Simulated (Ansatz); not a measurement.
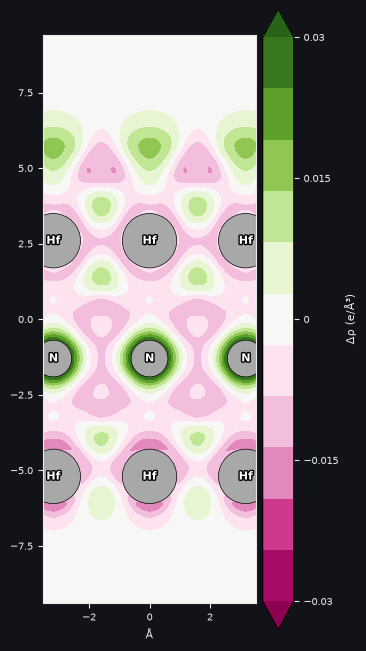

Hf$_{5}$N$_{4}$ (slab). Difference of the valence pseudo-densities of two functionals at the same geometry, on the (010) plane of the calculation cell, a cut from vacuum to vacuum: one of PBEsol and r2SCAN less the other.

Both computed with Ansatz (plane waves, PAW), on the same k-point mesh. Grey discs cover the atomic cores.

> Which was subtracted from which, and what does the map show?

It is r2SCAN less PBEsol. Against PBEsol, r2SCAN gives less density around Hf (−0.008 e/Å³ on average at 1.2 Å from the nucleus) and more density around N (+0.019 e/Å³ on average at 0.8 Å from the nucleus).
